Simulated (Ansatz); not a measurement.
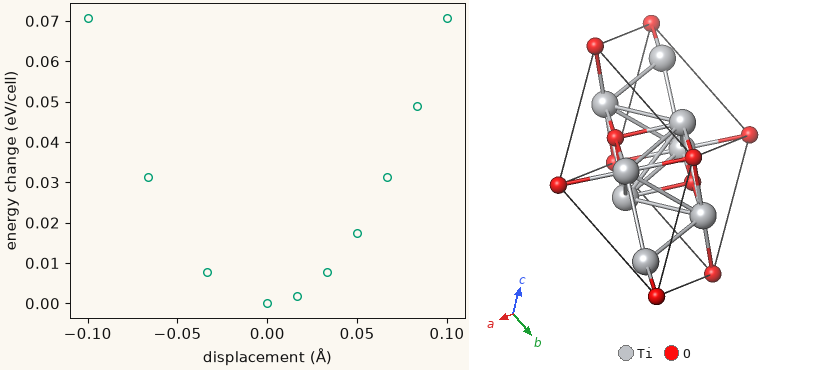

The plot gives the computed energy change against displacement for Ti₄O₃, space group I4/mmm (No. 139). The cell is drawn beside the plot.

Starting cell:
```yaml
crystal:
  lattice:
    - [-2.10587, 2.10587, 4.10402]
    - [2.10587, -2.10587, 4.10402]
    - [2.10587, 2.10587, -4.10402]
  atoms:
    - { symbol: Ti, position: [0.00000, 0.50000, 0.50000] }
    - { symbol: Ti, position: [0.25988, 0.25988, 0.00000] }
    - { symbol: Ti, position: [0.50000, 0.00000, 0.50000] }
    - { symbol: Ti, position: [0.74012, 0.74012, 0.00000] }
    - { symbol: O, position: [0.75000, 0.25000, 0.50000] }
    - { symbol: O, position: [0.00000, 0.00000, 0.00000] }
    - { symbol: O, position: [0.25000, 0.75000, 0.50000] }
```

Method: one atom of a crystal moved along a line, all else fixed, by plane-wave density functional theory with PAW datasets, free energies less that of the undisturbed cell; scalar-relativistic (Ansatz 0.2.0). Level: PBEsol, no spin polarisation.

wave cutoff 420 eV; k mesh 14×14×14; occupations Gaussian; smearing width 0.15 eV; k shift (0, 0, 0) (mesh steps); start relaxed; moved atom 5; direction (0, 0, 1) (Cartesian unit vector).

The points at displacement −0.0667, 0.0333 and 0.1 follow from computed ones by symmetry.

Question: Does the undistorted structure sit at the bottom of the curve?

Answer: Yes: the energy rises on both sides of the starting structure, which is therefore a minimum along this path.

Question: What does the calculation give for the harmonic force constant k (E = k x²/2 near the start)?

Answer: 13.9 eV/Å².

Limits of the calculation: no spin polarisation, a magnetic state may lie lower.
